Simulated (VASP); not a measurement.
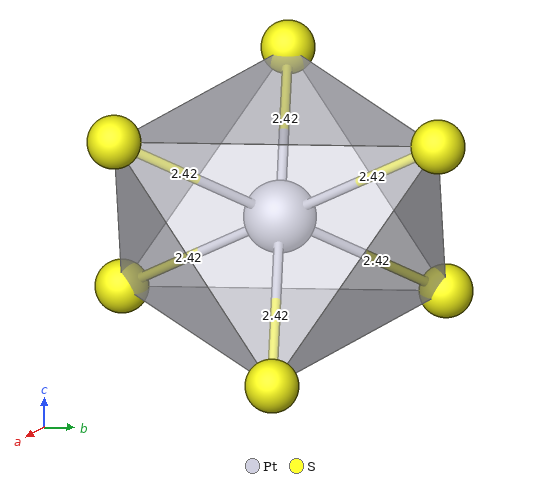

The PtS6 unit about Pt in PtS2. Origin: coordinates from a relaxation with VASP Kohn-Sham DFT of a periodic cell, optB88-vdW, VASP PAW PBE potentials, recommended in VASP 6.6.1.

PtS2, space group P-3m1 (No. 164), a = 3.597 Å, b = 3.597 Å, c = 5.075 Å, α = 90.00°, β = 90.00°, γ = 120.00°

```json
{"site": "Pt", "Wyckoff": "1a", "x": "0.0000", "y": "0.0000", "z": "0.0000"}
{"site": "S", "Wyckoff": "2d", "x": "0.6667", "y": "0.3333", "z": "0.7565"}
```

**Give the distortion indices.**

It is closest to the octahedron.

```tsv
measure	value
mean bond length	2.417 Å
bond-length distortion index (Baur)	0.000
effective coordination number (Hoppe)	6.00
shape measure against the octahedron	0.62
shape measure against the trigonal prism	16.50
centre off the ligands' centroid by	0.00 Å
polyhedral volume	18.46 Å³
quadratic elongation	1.013
bond-angle variance	41.7 deg²
```
